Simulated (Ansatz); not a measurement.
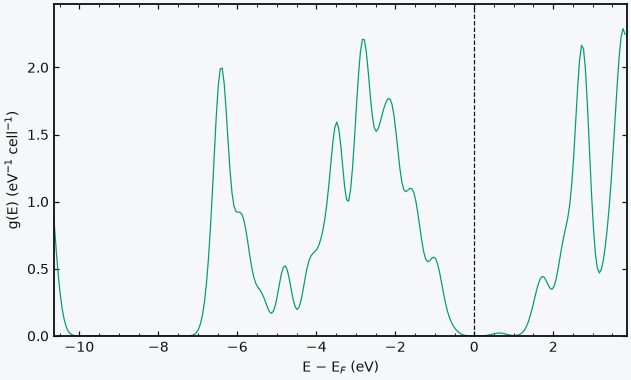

Density of states. Energies are counted from the Fermi level, put mid-gap where there is a gap. The curve is built from the levels of the k mesh with Gaussians 0.4 eV wide, which also blur the band edges.

Structure: InP, space group F-43m, 2 atoms in the cell, zincblende type, hydrostatic strain +0.5%.

Computed with Ansatz 0.2.0: DFT, HSE06, plane waves, PAW, no spin polarisation, 6×6×6 k mesh, 420 eV cutoff.

**Is there a gap at the Fermi level, and how wide?**

There is a gap; over the k points computed it is 1.27 eV (direct among those points).

**How wide is the upper valence band?**

The upper group of valence states starts about 6.1 eV under the valence-band top (which lies at −0.6 eV on this axis), with a gap beneath it; it holds about 6 electrons a cell.
